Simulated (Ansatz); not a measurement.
System: SiO₂.

The calculation's input:

```
crystal:
  lattice:
    - [7.1546605727, -9.412496184, 0.0]
    - [7.1546605727, 9.412496184, 0.0]
    - [0.0, 0.0, 7.53229033]
  atoms:
    - { symbol: Si, position: [0.88345693, 0.71881328, 0.70640505] }
    - { symbol: Si, position: [0.88345693, 0.71881328, 0.29359495] }
    - { symbol: Si, position: [0.14917966, 0.85082034, 0.70542809] }
    - { symbol: Si, position: [0.71881328, 0.88345693, 0.70640505] }
    - { symbol: Si, position: [0.73115169, 0.26884831, 0.0] }
    - { symbol: Si, position: [0.26884831, 0.73115169, 0.0] }
    - { symbol: Si, position: [0.71881328, 0.88345693, 0.29359495] }
    - { symbol: Si, position: [0.47086816, 0.12515329, 0.0] }
    - { symbol: Si, position: [0.28118672, 0.11654307, 0.70640505] }
    - { symbol: Si, position: [0.85082034, 0.14917966, 0.29457191] }
    - { symbol: Si, position: [0.11654307, 0.28118672, 0.70640505] }
    - { symbol: Si, position: [0.52913184, 0.87484671, 0.0] }
    - { symbol: Si, position: [0.85082034, 0.14917966, 0.70542809] }
    - { symbol: Si, position: [0.11654307, 0.28118672, 0.29359495] }
    - { symbol: Si, position: [0.12515329, 0.47086816, 0.0] }
    - { symbol: Si, position: [0.87484671, 0.52913184, 0.0] }
    - { symbol: Si, position: [0.28118672, 0.11654307, 0.29359495] }
    - { symbol: Si, position: [0.14917966, 0.85082034, 0.29457191] }
    - { symbol: O, position: [0.98932538, 0.19272925, 0.74769542] }
    - { symbol: O, position: [0.78409946, 0.78409946, 0.75399111] }
    - { symbol: O, position: [0.1369152, 0.39764642, 0.17565092] }
    - { symbol: O, position: [0.8630848, 0.60235358, 0.82434908] }
    - { symbol: O, position: [0.01067462, 0.80727075, 0.74769542] }
    - { symbol: O, position: [0.12467932, 0.31866358, 0.5] }
    - { symbol: O, position: [0.01067462, 0.80727075, 0.25230458] }
    - { symbol: O, position: [0.60235358, 0.8630848, 0.17565092] }
    - { symbol: O, position: [0.78037957, 0.21962043, 0.82506878] }
    - { symbol: O, position: [0.8630848, 0.60235358, 0.17565092] }
    - { symbol: O, position: [0.68133642, 0.87532068, 0.5] }
    - { symbol: O, position: [0.17345124, 0.82654876, 0.5] }
    - { symbol: O, position: [0.78409946, 0.78409946, 0.24600889] }
    - { symbol: O, position: [0.87532068, 0.68133642, 0.5] }
    - { symbol: O, position: [0.98932538, 0.19272925, 0.25230458] }
    - { symbol: O, position: [0.19272925, 0.98932538, 0.74769542] }
    - { symbol: O, position: [0.22883708, 0.59039246, 0.0] }
    - { symbol: O, position: [0.80727075, 0.01067462, 0.25230458] }
    - { symbol: O, position: [0.82654876, 0.17345124, 0.5] }
    - { symbol: O, position: [0.21962043, 0.78037957, 0.17493122] }
    - { symbol: O, position: [0.5, 0.0, 0.0] }
    - { symbol: O, position: [0.31866358, 0.12467932, 0.5] }
    - { symbol: O, position: [0.60235358, 0.8630848, 0.82434908] }
    - { symbol: O, position: [0.59039246, 0.22883708, 0.0] }
    - { symbol: O, position: [0.78037957, 0.21962043, 0.17493122] }
    - { symbol: O, position: [0.21962043, 0.78037957, 0.82506878] }
    - { symbol: O, position: [0.40960754, 0.77116292, 0.0] }
    - { symbol: O, position: [0.21590054, 0.21590054, 0.24600889] }
    - { symbol: O, position: [0.39764642, 0.1369152, 0.82434908] }
    - { symbol: O, position: [0.21590054, 0.21590054, 0.75399111] }
    - { symbol: O, position: [0.0, 0.5, 0.0] }
    - { symbol: O, position: [0.19272925, 0.98932538, 0.25230458] }
    - { symbol: O, position: [0.77116292, 0.40960754, 0.0] }
    - { symbol: O, position: [0.1369152, 0.39764642, 0.82434908] }
    - { symbol: O, position: [0.39764642, 0.1369152, 0.17565092] }
    - { symbol: O, position: [0.80727075, 0.01067462, 0.74769542] }
kpoints:
  mp_grid: { grid: [2, 2, 3] }
scf:
  occupations: { method: fermi_dirac, width: 0.02 }
hamiltonian:
  xc: pbe
  pseudopotentials: { kind: paw }
output:
  forces: true
  stress: true
  populations: true
  efg: { quadrupole_moments_barn: { O: -0.02558 }, contact_densities: true }
  write_density: true
  write_potential: true
  elf: true
  volumetric_format: npy
```

Launched as:

```sh
ansatz run input.yaml --threads 1 --pin off --max-ram 3072MiB --backend cpu --events-out ev --progress --plain --runs-dir out
```

Space group Cmmm; a structure from a database of computed crystals, not necessarily the ambient phase; not relaxed (largest force 0.3 eV/Å); computed pressure about 3 GPa in this cell.

The calculation used DFT, PBE, plane-wave PAW, default files, scalar-relativistic (Ansatz).

What will maps of the valence pseudo-density and electron localisation function show?

Si–O (1.61 Å): ρ is about 1.3 e/Å³ halfway; the ELF peaks at about 0.85 between the atoms, as expected for a shared but strongly polarised pair.

Does the calculation make it a metal, or give it a gap?

It is gapped, with a Kohn–Sham gap of 5.7 eV on the k-point mesh (the band edges may lie off the mesh, which would make the gap smaller).

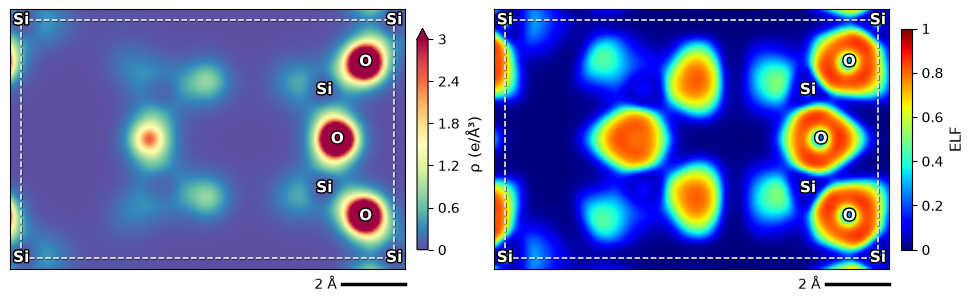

Computed valence pseudo-density and electron localisation function on the (010) plane of the calculation cell, in this order. Atoms just off the plane (Si, 0.3 Å away and O, 0.6 Å away) can leave unmarked features too.

The density is the valence pseudo-density of a PAW calculation; it isn't the true density close to the nuclei.
